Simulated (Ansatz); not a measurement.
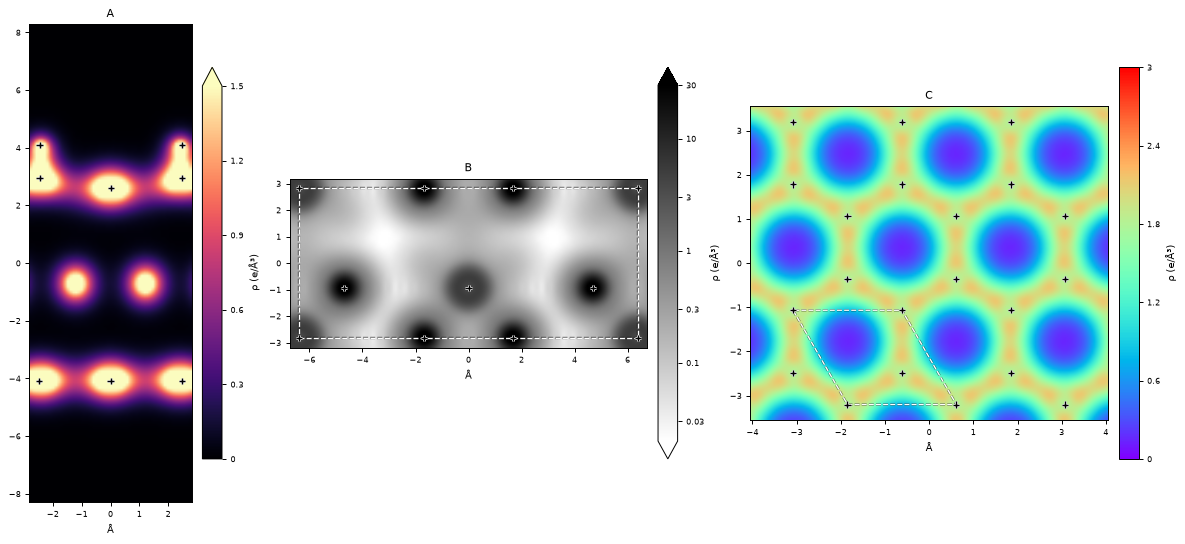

The valence pseudo-density of 3 systems, each on a plane through atoms (crosses mark nuclei in the plane).

All numbers below come from DFT PBE+D3(BJ), scalar-relativistic, plane waves, PAW (Ansatz 0.2.0).

System 1: HC$_{24}$ (slab), the (100) plane of the calculation cell, a cut from vacuum to vacuum. Spin-polarised.

```yaml
crystal:
  lattice:
    - [4.93010, 0.00000, 0.00000]
    - [-2.46505, 4.26959, 0.00000]
    - [0.00000, 0.00000, 25.69871]
  atoms:
    - { symbol: C, position: [0.83333, 0.66667, 0.33076] }
    - { symbol: C, position: [0.83333, 0.16667, 0.33076] }
    - { symbol: C, position: [0.33333, 0.66667, 0.33076] }
    - { symbol: C, position: [0.33333, 0.16667, 0.33076] }
    - { symbol: C, position: [0.66667, 0.33333, 0.33082] }
    - { symbol: C, position: [0.66667, 0.83333, 0.33082] }
    - { symbol: C, position: [0.16667, 0.33333, 0.33082] }
    - { symbol: C, position: [0.16667, 0.83333, 0.33082] }
    - { symbol: C, position: [0.16654, 0.83351, 0.46172] }
    - { symbol: C, position: [0.16656, 0.33352, 0.46174] }
    - { symbol: C, position: [0.66653, 0.83349, 0.46174] }
    - { symbol: C, position: [0.66653, 0.33352, 0.46174] }
    - { symbol: C, position: [0.99988, 0.50019, 0.46182] }
    - { symbol: C, position: [0.99988, 0.00017, 0.46182] }
    - { symbol: C, position: [0.49987, 0.50018, 0.46182] }
    - { symbol: C, position: [0.49985, 0.00017, 0.46182] }
    - { symbol: C, position: [0.49376, 0.99745, 0.59159] }
    - { symbol: C, position: [0.49969, 0.50041, 0.59318] }
    - { symbol: C, position: [0.00267, 0.99744, 0.59159] }
    - { symbol: C, position: [0.00266, 0.50635, 0.59159] }
    - { symbol: C, position: [0.33191, 0.66819, 0.59128] }
    - { symbol: C, position: [0.33192, 0.16485, 0.59128] }
    - { symbol: C, position: [0.83525, 0.66819, 0.59128] }
    - { symbol: C, position: [0.83303, 0.16708, 0.60451] }
    - { symbol: H, position: [0.83303, 0.16708, 0.64843] }
```

System 2: C, the (001) plane of the conventional cell. Space group R-3m.

```xyz
6
Lattice="2.4650 0.0000 0.0000 -1.2325 2.1348 0.0000 0.0000 0.0000 10.0457" Properties=species:S:1:pos:R:3 pbc="T T T"
C     0.0000    0.0000    1.6735
C     1.2325    0.7116    5.0220
C     0.0000    1.4232    8.3705
C     1.2325    0.7116    1.6751
C     0.0000    1.4232    5.0236
C     0.0000    0.0000    8.3721
```

System 3: WSe$_{2}$, the (110) plane of the conventional cell. Space group P6₃/mmc.

```
W Se
1.0
     3.27903    0.00000    0.00000
    -1.63951    2.83972    0.00000
     0.00000    0.00000   12.78861
W Se
2 4
Direct
  0.33333 0.66667 0.25000
  0.66667 0.33333 0.75000
  0.33333 0.66667 0.61829
  0.66667 0.33333 0.11829
  0.33333 0.66667 0.88171
  0.66667 0.33333 0.38171
```

**Match each panel to its system.**

Panel A is system 1, HC$_{24}$: the plane holds C and H. C–H (1.13 Å): ρ is about 1.8 e/Å³ halfway. Panel B is system 3, WSe$_{2}$: the plane holds W and Se. W–Se (2.53 Å): ρ is about 0.55 e/Å³ halfway. Panel C is system 2, C: the plane holds C. C–C (1.42 Å): ρ is about 2 e/Å³ halfway.
